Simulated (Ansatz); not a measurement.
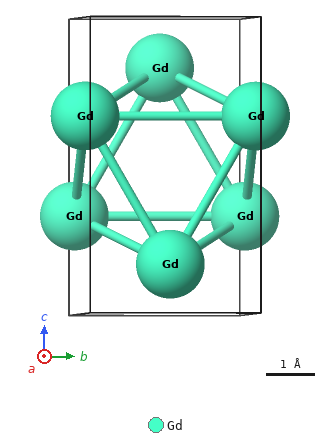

*The input geometry (ball-and-stick view of the cell of the calculation, seen at an oblique angle). An atom can appear more than once, as a periodic image.*

**Single-point calculation, with input and output: Gd (part 1 of 2)**

Gd (P6₃/mmc, 4 atoms in the cell), computed with DFT, PBE, PAW with Ansatz's default frozen-core files, scalar-relativistic, spin-polarised (Ansatz 0.2.0).

The structure derives from an entry of the Crystallography Open Database. It belongs to a series of runs on one base structure; here: moments start +--+; exchange couplings and spin waves by the force theorem, PAW files. Figures and captions count atoms from 1; the log counts them from 0 in places.

## The input
```yaml
crystal:
  lattice:
    - [0.0, 0.0, 5.7826]
    - [3.636, 0.0, 0.0]
    - [0.0, 6.2977367364, 0.0]
  atoms:
    - { symbol: Gd, position: [0.25, 1.0, 0.3333333334], spin: 7.2 }
    - { symbol: Gd, position: [0.25, 0.5, 0.8333333334], spin: -7.2 }
    - { symbol: Gd, position: [0.75, 0.5, 0.1666666666], spin: -7.2 }
    - { symbol: Gd, position: [0.75, 0.0, 0.6666666666], spin: 7.2 }
magnetization:
  spin_polarized: true
kpoints:
  mp_grid: { grid: [5, 8, 5] }
scf:
  occupations: { method: fermi_dirac, width: 0.05 }
  lower_state_search: "off"
hamiltonian:
  xc: pbe
  pseudopotentials: { kind: paw }
output:
  eigenvalues: false
  eigenstates:
    nscf_kmesh: { grid: [5, 8, 5] }
    top_band: c87
    exchange_couplings: { magnetic: [{ species: Gd }] }
  write_density: true
  write_potential: true
  elf: true
  volumetric_format: npy
```

Machine: 2 threads of Intel Xeon (Sapphire Rapids), 32 GiB of memory available, shared host.

Run as:
```bash
ansatz run input.yaml --threads 2 --pin off --max-ram 6144MiB --backend cpu --events-out ev --progress --plain --runs-dir out
```

## The program's output
```
settings of this run that can trade accuracy for cost: output.eigenvalues: false. Do not mix this run's numbers with those of runs without the same settings; the input reference describes each key
Engine: ansatz 0.2.0, x86_64-unknown-linux-gnu
Pseudopotentials: kind: paw
Pseudopotential: Gd, paw, valence charge 18, recommended cutoff 420 eV (normal), Gd.paw.azcp
Functional definition: PBE
  parameter kappa = 0.804
  parameter beta = 0.06672455060314922
  exchange = pbe_x(kappa = kappa, mu = beta*pi^2/3)
  correlation = pbe_c(beta = beta)
Crystal: 4 atoms, lattice volume = 132.413 Å³
Basis set: ecut = 420 eV, 2599 PW (Γ)
Bands: 61, of which v1, the nominal top of the filled ones, is band 36 counted from 1 (35 counted from 0)
Symmetry: 8 space group operations
Space group: Pmma (ITA 51), of the structure as read, at distance tolerance 5.1e-5 Å
Magnetic group: BNS 51.301 (UNI 399), of the structure as read, at distance tolerance 5.1e-5 Å
k-points: 45 of 200
Non-local potential: Gd, projectors of the file, l = 0: 3, l = 1: 2, l = 2: 2, l = 3: 3
PAW form: soft (Blöchl's): semilocal exchange-correlation on the pseudo side does not see the compensation charge
PAW one-centre angular grid: Gd, 590 points (default); XC on 64 Gauss nodes
Initial density: superposition of atomic densities (chi_scale 0.1, normalization cell)
Starting moments: Σ|m| = 28.8 μB on 4 of 4 sites
Starting magnetic order: antiferromagnet; a translation exchanges its spin sublattices: spin-degenerate at every k-point
Initial wavefunctions: pseudopotential atomic-orbital guess
Functional: x = pbe(κ = 0.804, μ = 0.2195149727645171), c = pbe(β = 0.06672455060314922)
the translation (0, 0.5, 0.5) carries every atom to within crystal.symmetry.tolerance of an atom of its element with the starting moment reversed, but both spin channels are solved: the dense FFT box has an odd point count along it
SCF iter   1: F=—  HF=-37319.342605 eV  |F-HF|=—  |Δ(HF+E_count)|=         —  Δρ=2.58e-1 (↑2.58e-1 ↓2.58e-1)  dr2=4.79e0  dr2_m=7.93e1  M=-0.000 μB ∫|m|=30.358 μB  β_m=1.00  ethr=3.10e-3  ⟨swp⟩=5.7  Hψ=19168  notcnv=0  defer=12
preconditioner: auto → Kerker (q_TF=auto, 2.465 Å⁻¹)  [metal: Δε(μ)=0.009 eV  Ē_g=10.488 eV  σ=0.050 eV  W_gap=0.04  n_scr=38 (ndim 8)  ℏωp=25.8 eV  f_vac=0.000  D(μ)=8.13/eV (n_scr^D=74)]
spin=Collinear: Kerker preconditioning applied to the charge; magnetization (m = ρ↑ − ρ↓) channel mixes plain (no charge-response kernel on spin).
SCF iter   2: F=—  HF=-37304.587559 eV  |F-HF|=—  |Δ(HF+E_count)|=    1.48e1  Δρ=1.32e-2 (↑1.32e-2 ↓1.31e-2)  dr2=1.64e-1  dr2_m=1.58e-1  M=0.000 μB ∫|m|=28.395 μB  β_m=0.30  ethr=3.10e-3  ⟨swp⟩=3.0  Hψ=13554  notcnv=0  defer=216
SCF iter   3: F=—  HF=-37317.615919 eV  |F-HF|=—  |Δ(HF+E_count)|=    1.30e1  Δρ=2.40e-2 (↑2.40e-2 ↓2.37e-2)  dr2=1.47e0  dr2_m=3.32e-1  M=-0.000 μB ∫|m|=29.578 μB  β_m=1.00  ethr=2.28e-4  ⟨swp⟩=4.0  Hψ=12746  notcnv=0  defer=220
SCF iter   4: F=—  HF=-37322.258879 eV  |F-HF|=—  |Δ(HF+E_count)|=    4.64e0  Δρ=5.11e-3 (↑5.10e-3 ↓5.11e-3)  dr2=2.35e-2  dr2_m=2.30e-2  M=0.001 μB ∫|m|=29.073 μB  β_m=0.30  ethr=2.28e-4  ⟨swp⟩=3.0  Hψ=12426  notcnv=0  defer=218
SCF iter   5: F=—  HF=-37325.674566 eV  |F-HF|=—  |Δ(HF+E_count)|=    3.42e0  Δρ=3.11e-3 (↑3.11e-3 ↓2.97e-3)  dr2=6.01e-2  dr2_m=2.50e-3  M=-0.001 μB ∫|m|=29.222 μB  β_m=1.00  ethr=3.26e-5  ⟨swp⟩=3.1  Hψ=12744  notcnv=0  defer=212
SCF iter   6: F=—  HF=-37327.305730 eV  |F-HF|=—  |Δ(HF+E_count)|=    1.63e0  Δρ=5.37e-3 (↑5.37e-3 ↓4.93e-3)  dr2=5.65e-2  dr2_m=1.99e-2  M=0.008 μB ∫|m|=28.952 μB  β_m=0.30  ethr=3.26e-5  ⟨swp⟩=3.1  Hψ=12506  notcnv=0  defer=212
SCF iter   7: F=—  HF=-37328.121412 eV  |F-HF|=—  |Δ(HF+E_count)|=   8.16e-1  Δρ=2.65e-3 (↑2.46e-3 ↓2.65e-3)  dr2=4.37e-3  dr2_m=6.67e-3  M=-0.006 μB ∫|m|=29.088 μB  β_m=1.00  ethr=3.26e-5  ⟨swp⟩=2.0  Hψ=11204  notcnv=0  defer=212
SCF iter   8: F=—  HF=-37328.491276 eV  |F-HF|=—  |Δ(HF+E_count)|=   3.70e-1  Δρ=1.50e-3 (↑1.50e-3 ↓1.45e-3)  dr2=2.72e-4  dr2_m=2.52e-3  M=-0.002 μB ∫|m|=29.121 μB  β_m=1.00  ethr=6.07e-6  ⟨swp⟩=2.0  Hψ=10290  notcnv=0  defer=212
SCF iter   9: F=—  HF=-37328.665255 eV  |F-HF|=—  |Δ(HF+E_count)|=   1.74e-1  Δρ=7.42e-4 (↑7.36e-4 ↓7.42e-4)  dr2=2.14e-4  dr2_m=5.72e-4  M=-0.002 μB ∫|m|=29.152 μB  β_m=1.00  ethr=3.78e-7  ⟨swp⟩=3.2  Hψ=11299  notcnv=0  defer=212
SCF iter  10: F=—  HF=-37328.761894 eV  |F-HF|=—  |Δ(HF+E_count)|=   9.66e-2  Δρ=1.02e-3 (↑1.02e-3 ↓1.01e-3)  dr2=3.06e-3  dr2_m=4.95e-4  M=-0.002 μB ∫|m|=29.196 μB  β_m=1.00  ethr=2.97e-7  ⟨swp⟩=3.0  Hψ=9755  notcnv=0  defer=212
SCF iter  11: F=—  HF=-37328.811560 eV  |F-HF|=—  |Δ(HF+E_count)|=   4.97e-2  Δρ=7.38e-4 (↑7.36e-4 ↓7.38e-4)  dr2=2.44e-3  dr2_m=3.03e-5  M=-0.001 μB ∫|m|=29.211 μB  β_m=1.00  ethr=2.97e-7  ⟨swp⟩=2.0  Hψ=9928  notcnv=0  defer=212
SCF iter  12: F=—  HF=-37328.839254 eV  |F-HF|=—  |Δ(HF+E_count)|=   2.77e-2  Δρ=3.26e-4 (↑3.21e-4 ↓3.26e-4)  dr2=4.70e-4  dr2_m=1.24e-5  M=-0.001 μB ∫|m|=29.209 μB  β_m=0.30  ethr=2.97e-7  ⟨swp⟩=2.0  Hψ=9860  notcnv=0  defer=212
Mixer restart at iter 12: flushing history
spin-set hold released at iteration 12 (site moments contracting): the magnetisation degrees of freedom join the quasi-Newton model from the next iteration; the mixer history was flushed
SCF iter  13: F=—  HF=-37328.853975 eV  |F-HF|=—  |Δ(HF+E_count)|=   1.47e-2  Δρ=1.94e-4 (↑1.89e-4 ↓1.94e-4)  dr2=1.42e-4  dr2_m=1.33e-5  M=-0.001 μB ∫|m|=29.208 μB  β_m=0.65  ethr=2.97e-7  ⟨swp⟩=2.0  Hψ=8367  notcnv=0  defer=212
SCF iter  14: F=—  HF=-37328.869580 eV  |F-HF|=—  |Δ(HF+E_count)|=   1.56e-2  Δρ=8.26e-4 (↑8.26e-4 ↓7.81e-4)  dr2=2.28e-3  dr2_m=1.74e-4  M=-0.001 μB ∫|m|=29.237 μB  β_m=0.49  ethr=1.98e-7  ⟨swp⟩=2.1  Hψ=10380  notcnv=0  defer=212
SCF iter  15: F=—  HF=-37328.868972 eV  |F-HF|=—  |Δ(HF+E_count)|=   6.09e-4  Δρ=1.20e-4 (↑1.16e-4 ↓1.20e-4)  dr2=5.70e-5  dr2_m=5.30e-6  M=-0.000 μB ∫|m|=29.219 μB  β_m=0.74  ethr=1.98e-7  ⟨swp⟩=2.3  Hψ=10043  notcnv=0  defer=212
SCF iter  16: F=—  HF=-37328.868953 eV  |F-HF|=—  |Δ(HF+E_count)|=   1.82e-5  Δρ=6.21e-5 (↑6.21e-5 ↓4.95e-5)  dr2=1.84e-5  dr2_m=4.16e-7  M=-0.001 μB ∫|m|=29.219 μB  β_m=0.81  ethr=7.91e-8  ⟨swp⟩=2.2  Hψ=7539  notcnv=0  defer=212
SCF iter  17: F=—  HF=-37328.868953 eV  |F-HF|=—  |Δ(HF+E_count)|=   9.30e-7  Δρ=6.35e-5 (↑6.35e-5 ↓1.91e-5)  dr2=7.89e-6  dr2_m=1.02e-6  M=0.001 μB ∫|m|=29.217 μB  β_m=0.74  ethr=2.56e-8  ⟨swp⟩=2.0  Hψ=8361  notcnv=0  defer=212
SCF iter  18: F=—  HF=-37328.868952 eV  |F-HF|=—  |Δ(HF+E_count)|=   4.75e-7  Δρ=4.40e-5 (↑1.03e-5 ↓4.40e-5)  dr2=2.97e-6  dr2_m=5.16e-7  M=-0.001 μB ∫|m|=29.216 μB  β_m=0.76  ethr=1.10e-8  ⟨swp⟩=2.1  Hψ=7120  notcnv=0  defer=212
SCF iter  19: F=—  HF=-37328.868952 eV  |F-HF|=—  |Δ(HF+E_count)|=   7.15e-8  Δρ=1.12e-5 (↑3.93e-6 ↓1.12e-5)  dr2=2.21e-7  dr2_m=2.98e-8  M=-0.000 μB ∫|m|=29.216 μB  β_m=0.83  ethr=4.13e-9  ⟨swp⟩=1.5  Hψ=5922  notcnv=0  defer=212
SCF iter  20: F=-37328.868952 eV  HF=-37328.868952 eV  |F-HF|=4.07e-9  |Δ(HF+E_count)|=   1.75e-9  Δρ=1.83e-6 (↑1.83e-6 ↓1.54e-6)  dr2=7.40e-9  dr2_m=2.20e-9  M=-0.000 μB ∫|m|=29.216 μB  ethr=1.39e-10  ⟨swp⟩=12.2  Hψ=20014  notcnv=0
SCF 1 converged in 20 iterations: F = -37328.868952 eV  dr2 = 7.40e-9
  greatest PAW one-centre occupation: 1.000 electrons in one spin orbital (limit 2), on the Gd atom at site 2 (counted from 0), in its partial waves of l = 0
```

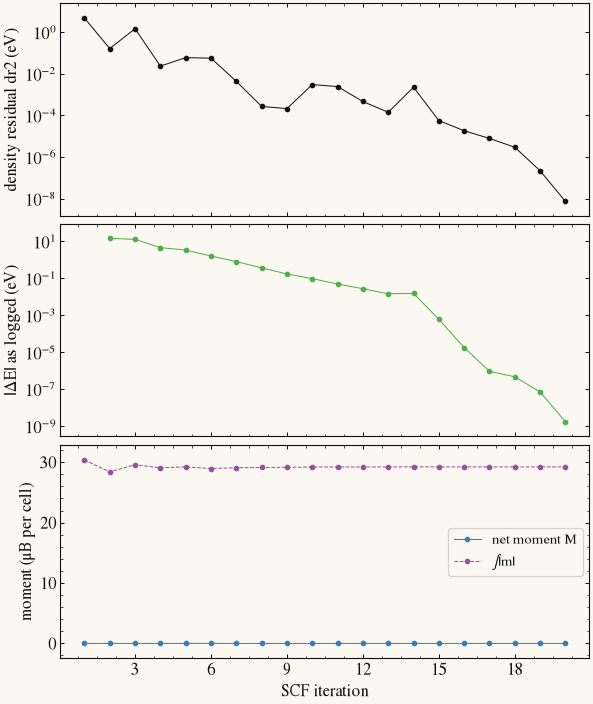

*Convergence of the self-consistent field: density residual dr2, size of the energy change and magnetic moment against the SCF iteration.*

The residual falls unevenly and jumps up by a factor of two or more 4 times on the way down. The net moment stays at 0.0 μB per cell.

```
NSCF: frozen V_eff on 45 k-points
Exchange couplings: 0 of 2 parts done
Exchange couplings: 1 of 2 parts done
Exchange couplings: 0 of 7 parts done
Exchange couplings: 1 of 7 parts done
Exchange couplings: 2 of 7 parts done
Exchange couplings: 3 of 7 parts done
Exchange couplings: 4 of 7 parts done
Exchange couplings: 5 of 7 parts done
Exchange couplings: 6 of 7 parts done
SCF converged after 20 iterations
Magnetization: -0.0002 μB (35.9999 up, 36.0001 down)
Absolute magnetization: 29.2163 μB (∫|ρ↑−ρ↓|, with the PAW one-centre terms)
Spin contamination: 14.2515 ħ² per cell (⟨S²⟩ above its minimum at these occupations)
Per-site moments (μB) at R_I (Å): [(7.178151373268363, 1.4738693511199112), (-7.178222390726387, 1.4738693511199115), (-7.178222390726388, 1.4738693511199115), (7.178151373268357, 1.4738693511199112)]
Free energy (F): -37328.868952 eV
Harris-Foulkes:  -37328.868952 eV  (|F-HF|=4.07e-9)
Internal energy: -37328.790399 eV  (E = F + TS)
E sigma→0 (E₀):  -37328.829676 eV
Entropy (-TS):   -0.078553 eV (-19.638 meV/atom)
Fermi energy:    12.171970 eV
--- Per-component energies (eV) ---
  E_band       = -121.571591
  E_kinetic    = 1606.376628
  E_local      = -8488.226115  (includes V_loc(G=0)·N_el)
  E_nonlocal   = 1164.427413
  E_hartree    = 3511.373821
  E_xc         = -929.613269
  E_vxc        = -1007.270737  (∫ρ·V_xc dr)
  E_paw        = -25800.870297  (= ΣΔE_a)
  E_vpaw       = -419.633485  (= ΣTr[D̂ρ^β])
  E_aug_tail   = 0.000001  (compensation charges beyond the density's cutoff)
  E_ewald      = -8392.258580
  E_smearing   = -0.078553  (= −TS)
  E_closure    = 0.000000  (closes the sum)
  Σ components = -37328.868952   (vs F -37328.868952, Δ=0.00e0)
--- Band table (eV; the first three rows and the last of 90) ---
  k-point 0 ↑: bands = ["-32.8516", "-32.8275", "-29.7282", "-29.6992", "-10.4523", "-10.3766", "-10.2580", "-10.1838", "-10.1251", "-10.0806", "-8.0945", "-8.0258", "-7.8898", "-7.8083", "-7.7456", "-7.7081", "7.5941", "7.6558", "7.6594", "7.6749", "7.6758", "7.6775", "7.6888", "7.6901", "7.7002", "7.7016", "7.7047", "7.7051", "7.7184", "7.7316", "7.7343", "10.1917", "10.6455", "10.8807", "11.2606", "12.4814", "12.7398", "12.7589", "12.8246", "12.8251", "12.8277", "12.8557", "12.9014", "12.9158", "12.9167", "12.9178", "12.9235", "12.9533", "12.9629", "13.0126", "13.7783", "13.8685", "13.9453", "13.9956", "14.0724", "14.3659", "14.7315", "14.7363", "14.8502", "15.3195", "15.4424"]
```
